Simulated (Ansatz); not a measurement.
# Formation energy and levels of the hydrogen on a lattice site H_O in SiO2 (P4_2/mnm)

Charge states of H_O in SiO2 (P4_2/mnm), set against the band edges. Model: a cell of 96 host atoms with 1 O taken out and 1 H put in.

Method: place-levels on r2SCAN runs: charge-transition levels and formation energies with image-charge correction and potential alignment at the atomic sites; PAW set soft_1, in Ansatz 0.2.0.

**1. Starting point**

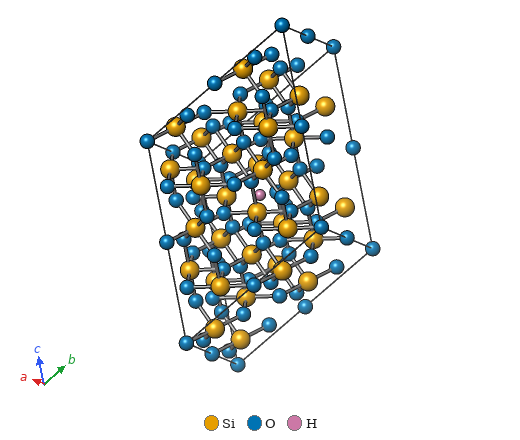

Start, viewed slightly off an axis; silicon orange, oxygen blue, hydrogen pink. Bonds to atoms that aren't drawn are left out. Some periodic images of atoms are drawn too.

The cell holds 96 atoms: 32 Si, 63 O and 1 H. Its edges and angles: a = 9.926 Å, b = 9.926 Å, c = 11.836 Å, α = 53.4°, β = 53.4°, γ = 73.2°. It derives from SiO2 (space group P4_2/mnm). Nearest the centre at fractional (0.528, 0.722, 0.375): H81 at 0.00 Å, Si74 at 1.76 Å, Si85 at 1.76 Å, Si28 at 1.81 Å, O83 at 2.30 Å, O44 at 2.53 Å, O53 at 2.53 Å, O30 at 2.53 Å.

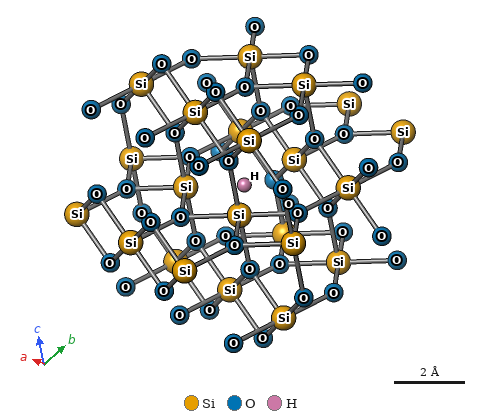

The atoms within 5 Å of the centre.

Screening for the image-charge correction: ε∞ = (3.41, 3.41, 3.58), ε0 = (11.60, 11.60, 9.01), computed on the host (DFPT, PBEsol, on the r2SCAN cell), and a cell off the functional's own equilibrium shifts the ionic part.

The cell's shortest repeat is 9.9 Å.

**2. The runs of each charge state**

A transition level is the Fermi level at which two charge states cost the same, so each charge needs its own total energy, at its own relaxed structure.

Random displacements of about 0.05 Å break the site symmetry at the start, so that the relaxation can reach a distorted minimum if there is one. Forces are taken at one point at (¼, ¼, ¼). The cell holds 1 electron more than the neutral one, with a uniform background that keeps it neutral on the whole.

The sampling was tested on the host first: at the k-points planned (1x1x1 shifted 0.25 0.25 0.25) its energy lies 0.004 eV an atom from the dense-mesh value, under the bound of 0.02 eV set for this test; that bounds the host's error, not the defect's.

One of the inputs; charge, spin and start change from state to state.

qm1.relax/input.yaml

```yaml
crystal:
  lattice:
    - [0.0, 4.18479536, 2.66840475]
    - [4.18479536, 0.0, 2.66840475]
    - [4.18479536, 4.18479536, 0.0]
  atoms:
    - { symbol: Si, position: [0.0, 0.0, 0.0] }
    - { symbol: Si, position: [0.5, 0.5, 0.5] }
    - { symbol: Si, position: [0.25, 0.25, 0.25] }
    - { symbol: Si, position: [0.75, 0.75, 0.75] }
    - { symbol: O, position: [0.0, 0.0, 0.30610335] }
    - { symbol: O, position: [0.5, 0.5, 0.80610335] }
    - { symbol: O, position: [0.0, 0.0, 0.69389665] }
    - { symbol: O, position: [0.5, 0.5, 0.19389665] }
    - { symbol: O, position: [0.05610335, 0.44389665, 0.75] }
    - { symbol: O, position: [0.55610335, 0.94389665, 0.25] }
    - { symbol: O, position: [0.44389665, 0.05610335, 0.75] }
    - { symbol: O, position: [0.94389665, 0.55610335, 0.25] }
  supercell: [2, 2, 2]
  defects: [{ substitution: { at: 80, symbol: H } }]
total_charge: -1
basis:
  ecutwfc: 500
  xc_grid: 2
hamiltonian:
  xc: r2scan
  pseudopotentials: { kind: paw, azcp: { folder: soft_1 } }
kpoints:
  mp_grid: { grid: [1, 1, 1], shift: [0.25, 0.25, 0.25] }
scf:
  occupations: { method: fixed }
  max_iter: 60
output:
  forces: true
  charged_corrections: { epsilon: [3.41, 3.41, 3.58], static_epsilon: [11.6, 11.6, 9.01] }
relax:
  f_tol: 0.02
  max_steps: 80
  random_displacement: { amplitude: 0.05, seed: 784 }
checkpoint:
  write: "../qm1.relax.run"
  compress: false
  write_wavefunctions: true
  write_every: 100000
```

Started as:

```sh
ansatz run input.yaml --threads 8 --pin off --max-ram 22609MiB --backend cpu --events-out ev --progress --plain --runs-dir out
```

The relaxed structure is kept and the sampling changed to a 2×2×2 shifted mesh.

The run of this state that the levels use, under r2SCAN:

qm1.point/input.yaml

```yaml
crystal:
  checkpoint: "../qm1.relax.run"
  host: checkpoint
total_charge: -1
basis:
  ecutwfc: 500
  xc_grid: 2
hamiltonian:
  xc: r2scan
  pseudopotentials: { kind: paw, azcp: { folder: soft_1 } }
kpoints:
  mp_grid: { grid: [2, 2, 2], shift: [0.5, 0.5, 0.5] }
scf:
  occupations: { method: fermi_dirac, width: 0.01 }
  max_iter: 60
output:
  forces: true
  eigenvalues: true
  charged_corrections:
    epsilon: [3.41, 3.41, 3.58]
    static_epsilon: [11.6, 11.6, 9.01]
    defect_position: [0.528052, 0.721948, 0.375]
  eigenstates: { localisation: true }
  populations: true
  band_densities: [{ bands: [v1, v1] }, { bands: [c1, c1] }]
  write_density: true
  write_potential: true
  volumetric_format: npy
checkpoint:
  read: "../qm1.relax.run"
  write: "../qm1.point.run"
  compress: false
  write_wavefunctions: false
  write_every: 100000
```

Relaxations under r2SCAN at one point at (¼, ¼, ¼); times on 8 threads of Arm Neoverse V2, shared host:

| charge | moment (μB) | occupations | outcome | steps | largest displacement against the far atoms (Å) | time |
| --- | --- | --- | --- | --- | --- | --- |
| −1 | 0 | fixed | converged | 10 | 0.57 | 2.6 min |
| 0 | 1 | fixed | converged | 8 | 0.36 | 4.1 min |
| +1 | 0 | fixed | converged | 6 | 0.21 | 74 s |
| +2 | 1 | fixed | converged | 8 | 0.21 | 3.2 min |

Single points under r2SCAN at a 2×2×2 shifted mesh; times on 8 threads of Arm Neoverse V2, shared host:

| charge | moment (μB) | occupations | outcome | time |
| --- | --- | --- | --- | --- |
| −1 | 0 | fermi-dirac | converged | 82 s |
| 0 | 1 | fermi-dirac | converged | 3.5 min |
| +1 | 0 | fermi-dirac | converged | 82 s |
| +2 | 1 | fermi-dirac | converged | 3.5 min |

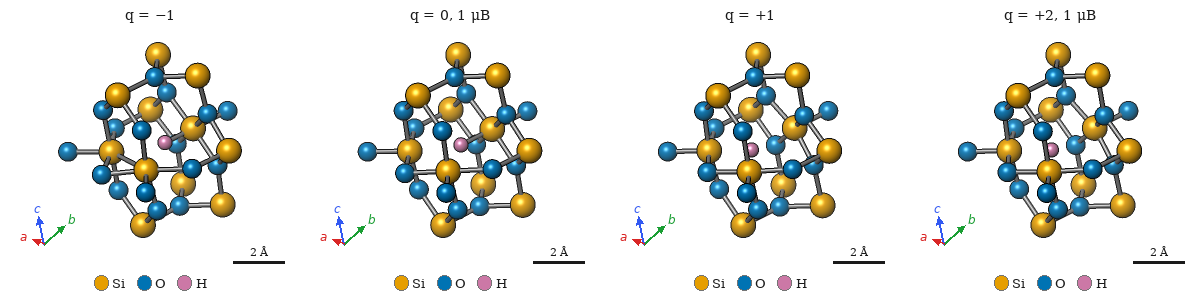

The structures near the centre after relaxation with r2SCAN, by charge.

Distances (Å) from H81 to the nearest atoms after relaxation with r2SCAN:

| charge | moment (μB) | 1. | 2. | 3. | 4. | 5. | 6. |
| --- | --- | --- | --- | --- | --- | --- | --- |
| −1 | 0 | Si 1.39 | Si 2.14 | Si 2.14 | O 2.26 | O 2.26 | O 2.26 |
| 0 | 1 | Si 1.54 | Si 2.05 | Si 2.06 | O 2.33 | O 2.33 | O 2.33 |
| +1 | 0 | Si 1.75 | Si 1.75 | Si 2.14 | O 2.18 | O 2.44 | O 2.44 |
| +2 | 1 | Si 1.75 | Si 1.75 | Si 2.15 | O 2.18 | O 2.44 | O 2.44 |

**3. Placing the levels, r2SCAN**

A charged cell interacts with its images and the background, and its potential has another zero than the host's. place-levels removes the first by a point-charge model, screened by the static dielectric constant since the ions have relaxed around the charge, and the second by comparing potentials at atoms far from the defect.

The host is a run of the defect-free crystal in the same cutoffs, grids and k-points, so that basis and sampling errors cancel in part in the differences. Its band edges come from a run of the primitive cell that searches the zone for them. The host is run in a cell of 48 atoms on a matching mesh. Chemical potentials are energies per atom of O (O2 molecule) and H (H2 molecule), run with the same functional and cutoff.

levels.point.yaml

```yaml
host:
  run: host.point.run
  levels_from: { run: edges.point.run }
states: [qm1.point.run, q0_M1.point.run, qp1.point.run, qp2_M1.point.run]
geometry_from:
  qm1.point.run: qm1.relax.run
  q0_M1.point.run: q0_M1.relax.run
  qp1.point.run: qp1.relax.run
  qp2_M1.point.run: qp2_M1.relax.run
  host.point.run: host.relax.run
chemical_potentials:
  O:
    energy: -565.989614
    dataset: <sha256 of the dataset>
  H:
    energy: -15.945394
    dataset: "<sha256 of the dataset>"
epsilon: [3.41, 3.41, 3.58]
static_epsilon: [11.6, 11.6, 9.01]
vertical:
  - { from: qm1.point.run, to: qm1.point_neutral.run }
  - { from: qp1.point.run, to: qp1.point_neutral.run }
  - { from: qp2_M1.point.run, to: qp2_M1.point_neutral.run }
```

Started as:

```sh
ansatz place-levels levels.point.yaml -- --threads 8 --pin off --max-ram 22609MiB
```

Numbers of over 12 decimals in the logs are rounded to 6 here.

Output:

```text
[... repeated set-up lines and file paths are left out, and long positions are rounded to six places ...]
(+2/+1) 0.003 eV beneath the valence edge (-0.698 eV without the band-filling correction), in the valence band
(+1/0) 4.544 eV above the valence edge, 1.987 eV under the conduction edge; not on the lower envelope
(0/-1) 4.252 eV above the valence edge, 2.279 eV under the conduction edge; not on the lower envelope
(+1/-1) 4.398 eV above the valence edge, 2.133 eV under the conduction edge: charges between them are lowest nowhere
formation energy of charge +2: +3.278 eV with the Fermi level at the valence edge
formation energy of charge +1: +3.275 eV with the Fermi level at the valence edge
formation energy of charge 0: +7.819 eV with the Fermi level at the valence edge
formation energy of charge -1: +12.071 eV with the Fermi level at the valence edge
vertical -1 to 0: no energy, since no alignment is typed
  the change from vertical[0].from (qm1.point.run) to vertical[0].to (qm1.point_neutral.run): by its potential at epsilon [3.41, 3.41, 3.58] it stands at 0.566 0.683 0.375, with an rms radius of about 1.4 Å (0.9 0.9 0.5 Å across the planes of the cell's [...]
vertical +1 to 0: no energy, since no alignment is typed
  the change from vertical[1].from (qp1.point.run) to vertical[1].to (qp1.point_neutral.run): by its potential at epsilon [3.41, 3.41, 3.58] it stands at 0.582 0.669 0.375, with an rms radius of about 1.9 Å (1.0 1.0 1.2 Å across the planes of the cell's [...]
vertical +2 to 0: no energy, since no alignment is typed
  the change from vertical[2].from (qp2_M1.point.run) to vertical[2].to (qp2_M1.point_neutral.run): by its potential at epsilon [3.41, 3.41, 3.58] it stands at 0.591 0.659 0.375, with an rms radius of about 3.4 Å (1.9 1.9 2.1 Å across the planes of the cell's [...]
  edges by r2scan of host.levels_from (edges.point.run), its mesh sampled to repeats of 26.68 Å (the valence edge +0.102 eV and the conduction edge -0.333 eV from those of the host's own run), gap 6.530 eV; the host is sampled to repeats of 19.85 Å
  the defect's cells are sampled to repeats of 19.85 Å, like sampling
  charge +2: -56415.6413 eV with its correction of +0.386 eV, at epsilon [11.6, 11.6, 9.01], aligned at sites: -0.2365 eV, mean over 33 atomic sites at or beyond 4.96 Å from the defect at [0.5281, 0.7219, 0.3750], with +0.000000 for the charge's moments and [...]
  charge +1: -56406.2642 eV with its correction of +0.085 eV, at epsilon [11.6, 11.6, 9.01], aligned at sites: -0.1301 eV, mean over 33 atomic sites at or beyond 4.96 Å from the defect at [0.5281, 0.7219, 0.3750], with +0.000000 for the charge's moments and [...]
  charge 0: +0.000 eV for its dipole among its images, +0.000 omitted
  charge -1: -56377.3183 eV with its correction of +0.288 eV, at epsilon [11.6, 11.6, 9.01], aligned at sites: -0.0736 eV, mean over 33 atomic sites at or beyond 4.96 Å from the defect at [0.5281, 0.7219, 0.3750], with +0.023916 for the charge's moments and [...]
  of states[3] (qp2_M1.point.run): it parts from the run at its places by a charge that spreads by about 2.1 Å along one vector (1.4 Å or more is wide), by its potential at epsilon [3.41, 3.41, 3.58], taken for that of held ions (one typed too small widens [...]
  of states[1] (q0_M1.point.run): stability_check_not_made
  of vertical[0].to (qm1.point_neutral.run): stability_check_not_made
  of vertical[1].to (qp1.point_neutral.run): stability_check_not_made
  of vertical[2].from (qp2_M1.point.run): its moments are held at its close (magnetization.spin_locking), by a field of 0.139 eV a Bohr magneton, and its energy and levels are of the state that this holds: a run that lets them go can end lower; [...]
  of vertical[2].to (qp2_M1.point_neutral.run): stability_check_not_made
```

Elapsed: 0.52 s, on 8 threads of Arm Neoverse V2, shared host.

Levels between the charges placed, in eV above the valence top:

|  | gap (eV) | (+2/+1) | (+1/0) | (0/−1) |
| --- | --- | --- | --- | --- |
| r2SCAN | 6.53 | 0.00 | 4.54 | 4.25 |

Corrections by state:

| charge | moment (μB) | image terms and alignment (eV) | band filling (eV) | ε used | over the lowest of its charge, as the program ranks them, band filling apart (eV) |
| --- | --- | --- | --- | --- | --- |
| +2 | 1.0 | 0.386 | -0.695 | principal values (9.01, 11.60, 11.60) | 0.000 |
| +1 | 0.0 | 0.085 | - | principal values (9.01, 11.60, 11.60) | 0.000 |
| 0 | 1.0 | 0.000 | - | - | 0.000 |
| −1 | 0.0 | 0.288 | - | principal values (9.01, 11.60, 11.60) | 0.000 |

The charged structures listed were also run neutral, and place-levels reads from each pair, by the potential or the spins, how wide the charge is by which they differ; that can be the carrier of either run.

| charge | rms radius (Å) | spread where it is widest against the cell (Å) | wide from (Å) | reading |
| --- | --- | --- | --- | --- |
| +2 | 3.4 | 2.13 | 1.37 | wide |
| +1 | 1.9 | 1.16 | 1.37 | narrow |
| −1 | 1.4 | 0.91 | 1.37 | narrow |

The neutral runs of these pairs need not share the spin of the lowest neutral state, and very wide values only mean spread over the cell.

From the program's caveats on the states, each cut to its opening words:

- charge +2 (1 μB): it parts from the run at its places by a charge that spreads by about 2.1 Å along one vector (1.4 Å or more is wide), by its potential at epsilon [3.41, 3.41, [...]
- charge +2 (1 μB): a band-filling correction moves a carrier to the host's band edge, which changes its energy by -0.695 eV
- charge +2 (1 μB): its alignment with the host at atomic sites is doubtful: the mean over the far sites moves by +0.0792 eV from their farther parts to their nearer, more than [...]
- charge +2 (1 μB): its moments are held at its close (magnetization.spin_locking), by a field of 0.139 eV a Bohr magneton, and its energy and levels are of the state that this [...]
- charge +2 (1 μB), 0 (1 μB): flagged: stability check not made

The host's formation energy from the elements is -2.876 eV per atom; it sets how far the chemical potentials can move.

Limit set by the element alone; other compounds of these elements are not counted. Chemical potentials from the elements' reference states: O 0.00 eV, Si -8.63 eV, H 0.00 eV. Formation energy by charge state (O-rich; gap 6.53 eV):

| charge | at valence top (eV) | at conduction bottom (eV) | correction included (eV) |
| --- | --- | --- | --- |
| +2 | 3.28 | 16.34 | -0.31 |
| +1 | 3.28 | 9.81 | 0.08 |
| 0 | 7.82 | 7.82 | 0.00 |
| −1 | 12.07 | 5.54 | 0.29 |

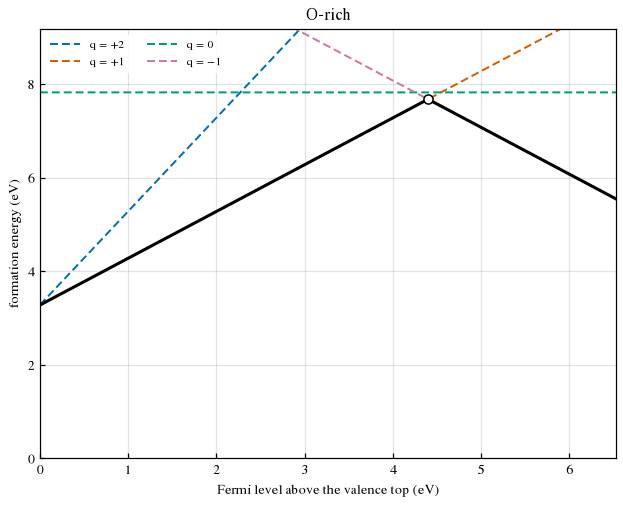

Formation energy against Fermi level; the thick line follows the lowest charge state and circles mark the transition levels.

Limit set by the element alone; other compounds of these elements are not counted. Chemical potentials from the elements' reference states: Si 0.00 eV, O -4.31 eV, H 0.00 eV. Formation energies (Si-rich), with the Fermi level at the valence top and at the conduction bottom (gap 6.53 eV):

| charge | at valence top (eV) | at conduction bottom (eV) | correction included (eV) |
| --- | --- | --- | --- |
| +2 | -1.04 | 12.03 | -0.31 |
| +1 | -1.04 | 5.49 | 0.08 |
| 0 | 3.51 | 3.51 | 0.00 |
| −1 | 7.76 | 1.23 | 0.29 |

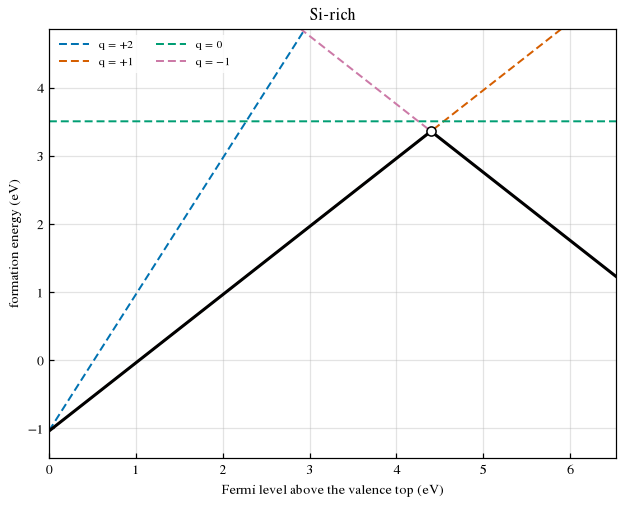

Formation energy against Fermi level; the thick line follows the lowest charge state and circles mark the transition levels.

**4. Effect of the sampling**

The relaxations' own energies give the levels at their sampling, for comparison.

levels.relax_mesh.yaml

```yaml
host:
  run: host.relax.run
  levels_from: { run: edges.relax.run }
states: [qm1.relax.run, q0_M1.relax.run, qp1.relax.run, qp2_M1.relax.run]
chemical_potentials:
  O:
    energy: -565.989614
    dataset: <sha256 of the dataset>
  H:
    energy: -15.945394
    dataset: "<sha256 of the dataset>"
```

Started as:

```sh
ansatz place-levels levels.relax_mesh.yaml -- --threads 8 --pin off --max-ram 22609MiB
```

Output:

```text
[...]
formation energy of charge +2: +3.223 eV with the Fermi level at the valence edge
formation energy of charge +1: +3.216 eV with the Fermi level at the valence edge
formation energy of charge 0: +7.782 eV with the Fermi level at the valence edge
formation energy of charge -1: +12.056 eV with the Fermi level at the valence edge
  edges by r2scan of host.levels_from (edges.relax.run), its mesh sampled to repeats of 26.68 Å (the valence edge +0.097 eV and the conduction edge -0.335 eV from those of the host's own run), gap 6.530 eV; the host is sampled to repeats of 9.93 Å
[... the lines on each state left out ...]
```

Run time: 0.17 s. Hardware: 8 threads.

Levels between neighbouring charges, in eV above the valence top:

|  | gap (eV) | (+2/+1) | (+1/0) | (0/−1) |
| --- | --- | --- | --- | --- |
| one point at (¼, ¼, ¼) | 6.53 | -0.01 | 4.57 | 4.27 |
| a 2×2×2 shifted mesh | 6.53 | 0.00 | 4.54 | 4.25 |

Going from one point at (¼, ¼, ¼) to a 2×2×2 shifted mesh moves the levels that carry no band-filling term by up to 0.02 eV and formation energies against the elements by up to 0.06 eV; band-filling terms, which differ between samplings, are in these energies.

**5. Another choice**

The levels are placed again with one choice changed, to see how much they rest on it.

levels.try0.yaml is levels.point.yaml with these lines changed:

```diff
-static_epsilon: [11.6, 11.6, 9.01]
+static_epsilon: [3.41, 3.41, 3.58]
```

Started as:

```sh
ansatz place-levels levels.try0.yaml -- --threads 8 --pin off --max-ram 22609MiB
```

Output:

```text
[...]
(+1/0) 4.249 eV above the valence edge, 2.282 eV under the conduction edge
(0/-1) 4.558 eV above the valence edge, 1.972 eV under the conduction edge
formation energy of charge +2: +3.573 eV with the Fermi level at the valence edge
formation energy of charge +1: +3.570 eV with the Fermi level at the valence edge
formation energy of charge 0: +7.819 eV with the Fermi level at the valence edge
formation energy of charge -1: +12.377 eV with the Fermi level at the valence edge
vertical -1 to 0: no energy, since no alignment is typed
vertical +1 to 0: no energy, since no alignment is typed
vertical +2 to 0: no energy, since no alignment is typed
[...]
[... the lines on each state left out ...]
```

The change: the electronic dielectric constant for relaxed ions.

Levels in eV above the valence top; the changed ones are not the defect's:

|  | gap (eV) | (+2/+1) | (+1/0) | (0/−1) |
| --- | --- | --- | --- | --- |
| changed | 6.53 | 0.00 | 4.25 | 4.56 |
| as set up | 6.53 | 0.00 | 4.54 | 4.25 |

The largest shift is 0.31 eV, band-filling terms included.

**6. Results**

| Item | Value |
| --- | --- |
| gap of the host | 6.53 eV (r2SCAN) |
| level (plus 2/plus 1) | 0.00 eV below the valence top (-0.70 eV above the valence top without the band-filling term) |
| level (plus 1/0) | 4.54 eV above the valence top, not a change between lowest states |
| level (0/minus 1) | 4.25 eV above the valence top, not a change between lowest states |
| level (plus 1/minus 1) | 4.40 eV above the valence top |
| lowest of the charges placed, just above the valence top (0.02 eV) | +1 |
| lowest of the charges placed, just below the conduction bottom (0.02 eV) | −1 |
| lowest formation energy at mid-gap of the charges run, O-rich | 6.54 eV |
| lowest formation energy at mid-gap of the charges run, Si-rich | 2.23 eV |

**Reading.** Of the charges placed (−1, 0, +1 and +2), the lowest changes at 4.40 eV (+1/−1) above the valence top, in a gap of 6.53 eV. (+1/−1) passes over charge 0, which lies 0.15 eV above the two there; a lower structure or spin state of it, if missed, would change that. Charges below −1 were not placed, so these runs say nothing of levels that involve them. States placed: +2 at 1 μB; +1 at 0 μB; 0 at 1 μB; −1 at 0 μB. Other spin states or structures, where not listed, weren't placed. The program finds carriers beyond a band edge of the host and adds a band-filling term at charge +2 (-0.70 eV); steps to such a charge show no bound level, and a defect level inside a band would be read the same way. H is taken at its element; compounds, which aren't counted here, bound the chemical potentials and would shift these formation energies. Going from one point at (¼, ¼, ¼) to a 2×2×2 shifted mesh moves the levels that carry no band-filling term by up to 0.02 eV and formation energies against the elements by up to 0.06 eV; band-filling terms, which differ between samplings, are in these energies. The program doubts the alignment of potentials for at least one state, a sign that the cell is small. Keep in mind: r2SCAN makes the gap too small and tends to spread out bound carriers; where a gas molecule sets a chemical potential or the host's formation energy, its binding is uncorrected.

[Logs are printed without paths, hosts, clocks, repeated set-up lines and the standing remarks that a program may print on its own settings, such as how far it seeks lower states.]

[Hosts, paths, dates, database ids (printed as entryN), source tags and the programs' standing remarks are cut or masked in the printed files.]

[Where a table of states has a column of steps, it counts the stored structures, which are thinned; the runs took as many ionic steps or more.]

[A defect's name tells the site on which it was built; relaxed atoms can leave that site.]

[For some hosts the program warned that the k-mesh of the response run may be too coarse for force constants and the static dielectric constant; such warnings are not shown here.]
